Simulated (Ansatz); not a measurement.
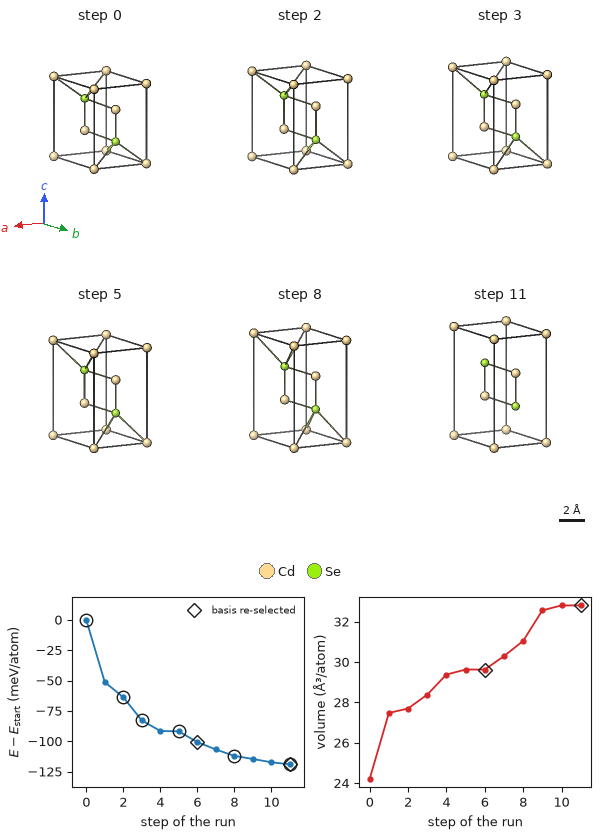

Frames of a relaxation of a crystal of Cd3Se2 (built on the A-type sesquioxide_164 type) (coarse preliminary run), marked on the history of the run. Style: ball-and-stick. Shown: the cell of the calculation, from a free direction.

Case: anti-A-type sesquioxide type (P-3m1, No. 164).

Method: DFT PBE, scalar-relativistic, plane waves, PAW in Ansatz.

The input:
```yaml
crystal:
  lattice:
    - [4.4790867375, 0.0, 0.0]
    - [-2.2395433687, 3.8790029004, 0.0]
    - [0.0, 0.0, 6.9687313961]
  atoms:
    - { symbol: Cd, position: [0.0, 0.0, 0.0] }
    - { symbol: Cd, position: [0.3333333333, 0.6666666667, 0.645] }
    - { symbol: Cd, position: [0.6666666667, 0.3333333333, 0.355] }
    - { symbol: Se, position: [0.3333333333, 0.6666666667, 0.245] }
    - { symbol: Se, position: [0.6666666667, 0.3333333333, 0.755] }
basis:
  ecutwfc: 420
kpoints:
  mp_grid: { grid: [6, 6, 4] }
hamiltonian:
  xc: pbe
scf:
  occupations: { method: gaussian, width: 0.1 }
  lower_state_search: "off"
output:
  forces: true
  stress: true
  eigenvalues: true
relax:
  adjacent_minimum: "off"
  f_tol: 0.04
  max_steps: 70
  cell: { stress_tol: 0.4 }
```

Command:
```bash
ansatz run input.yaml --threads 1 --pin off --max-ram 2560MiB --backend cpu --events-out ev --progress --plain --runs-dir out
```

Question: Describe the path.

Answer: The largest moves relative to the cell, 0.63 Å, are those of Se4 and Se5. Se4 goes along +c. Largest moves by element: Se 0.63 Å, Cd 0.28 Å. The volume changes by +35.5 %, with a = b 4.479 → 4.469 Å (−0.2 %), c 6.969 → 9.483 Å (+36.1 %). Near-neighbour distances that change, for instance: Cd1–Se4 3.099 → 3.919 Å, Cd2–Se4 2.787 → 2.891 Å, Cd2–Se5 2.697 → 2.672 Å. The space group stays P-3m1 (No. 164). After 9 accepted moves (11 points after the start) the energy has fallen by 119 meV per atom. Largest force component: 0.22 eV/Å at the start, 0.024 eV/Å at the end. Pressure: 6.25 GPa at the start and 0.15 GPa at the end. The SCF was repeated twice at an unchanged geometry on a basis and grid sized afresh for the cell, which shifted the energy by 8.8 meV per atom at most. From step 0 to 2: Se atoms move most (0.07 Å), volume +14.4 %, energy −63.7 meV per atom. From step 2 to 3: Se atoms move most (0.17 Å), volume +2.5 %, energy −19.1 meV per atom. From step 3 to 5: Se atoms move most (0.08 Å), volume +4.4 %, energy −9.0 meV per atom. From step 5 to 8: Se atoms move most (0.13 Å), volume +4.8 %, energy −20.2 meV per atom. From step 8 to 11: Cd atoms move most (0.11 Å), volume +5.7 %, energy −7.0 meV per atom.

```json
{"step": "0", "E − E(0), meV/atom": "0.00", "largest force component, eV/Å": "0.2165", "pressure, GPa": "6.25", "volume, Å³/atom": "24.215", "note": ""}
{"step": "1", "E − E(0), meV/atom": "-51.31", "largest force component, eV/Å": "0.3645", "pressure, GPa": "-0.41", "volume, Å³/atom": "27.479", "note": ""}
{"step": "2", "E − E(0), meV/atom": "-63.69", "largest force component, eV/Å": "0.2742", "pressure, GPa": "-0.08", "volume, Å³/atom": "27.699", "note": ""}
{"step": "3", "E − E(0), meV/atom": "-82.83", "largest force component, eV/Å": "0.0847", "pressure, GPa": "0.83", "volume, Å³/atom": "28.387", "note": ""}
{"step": "4", "E − E(0), meV/atom": "-91.48", "largest force component, eV/Å": "0.0213", "pressure, GPa": "0.06", "volume, Å³/atom": "29.383", "note": ""}
{"step": "5", "E − E(0), meV/atom": "-91.84", "largest force component, eV/Å": "0.0055", "pressure, GPa": "-0.17", "volume, Å³/atom": "29.630", "note": ""}
{"step": "6", "E − E(0), meV/atom": "-100.66", "largest force component, eV/Å": "0.0087", "pressure, GPa": "0.40", "volume, Å³/atom": "29.630", "note": "same geometry, new basis"}
{"step": "7", "E − E(0), meV/atom": "-106.73", "largest force component, eV/Å": "0.0421", "pressure, GPa": "0.20", "volume, Å³/atom": "30.295", "note": ""}
{"step": "8", "E − E(0), meV/atom": "-112.02", "largest force component, eV/Å": "0.0767", "pressure, GPa": "0.57", "volume, Å³/atom": "31.049", "note": ""}
{"step": "9", "E − E(0), meV/atom": "-114.56", "largest force component, eV/Å": "0.1477", "pressure, GPa": "-0.05", "volume, Å³/atom": "32.563", "note": ""}
{"step": "10", "E − E(0), meV/atom": "-117.25", "largest force component, eV/Å": "0.0246", "pressure, GPa": "0.04", "volume, Å³/atom": "32.808", "note": ""}
{"step": "11", "E − E(0), meV/atom": "-118.97", "largest force component, eV/Å": "0.0240", "pressure, GPa": "0.15", "volume, Å³/atom": "32.808", "note": "same geometry, new basis"}
```
